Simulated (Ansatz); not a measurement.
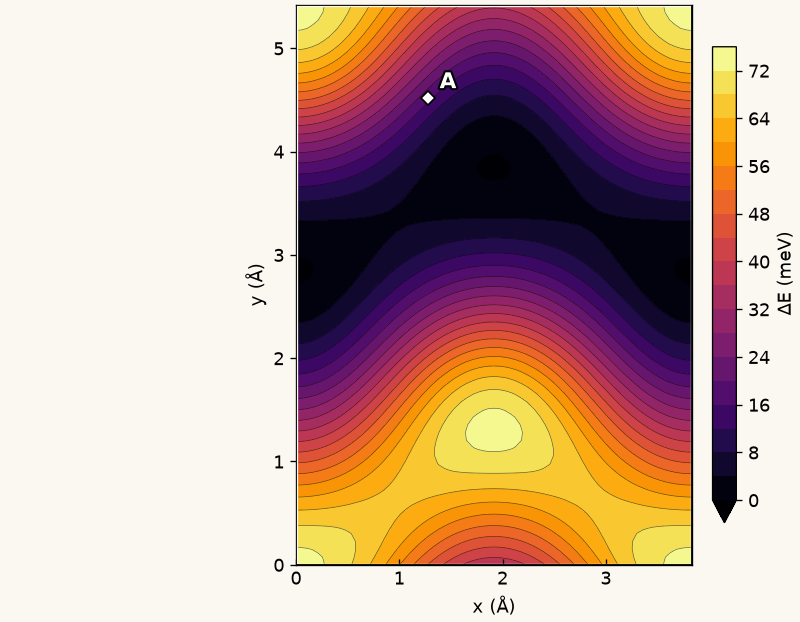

N₂ on a Si(110) slab cut from the Fd-3m phase, its upper half relaxed before the scan (6 atoms of substrate and one adsorbate in a 1 × 1 cell). N2 is moved over the surface cell at a fixed height above a rigid substrate; the origin of the map has the adsorbate above Si5; the height is held at 3.10 Å. Places are given modulo a cell vector. The map is drawn in real space over the plane of the surface. The scan uses a 6 × 6 grid; 24 points were computed and 12 follow by symmetry. All energies are given in meV relative to the lowest grid point. With one adsorbate in each 1 × 1 cell, its nearest image is 3.8 Å away, so neighbouring adsorbates interact. At a fixed height the lowest place need not be the adsorption site. The calculation used Ansatz 0.2.0, DFT PBE+D3(BJ), scalar-relativistic, plane waves, PAW. Settings: cutoff 420 eV, k-mesh 7×5×1, gaussian smearing 0.05 eV, no spin polarisation.

Drawn: filled contours, the outline of one cell of the plane, the point A. Between grid points the surface is interpolated.

Is A at rest? If not, where is it pushed?

Answer. A, at (2/6, 5/6) of the cell vectors, is not a stationary point. The computed force is 0.041 eV/Å in the plane, pointing down and right in the picture (components 0.029 and −0.029 eV/Å).

PAW datasets: the set soft_1.
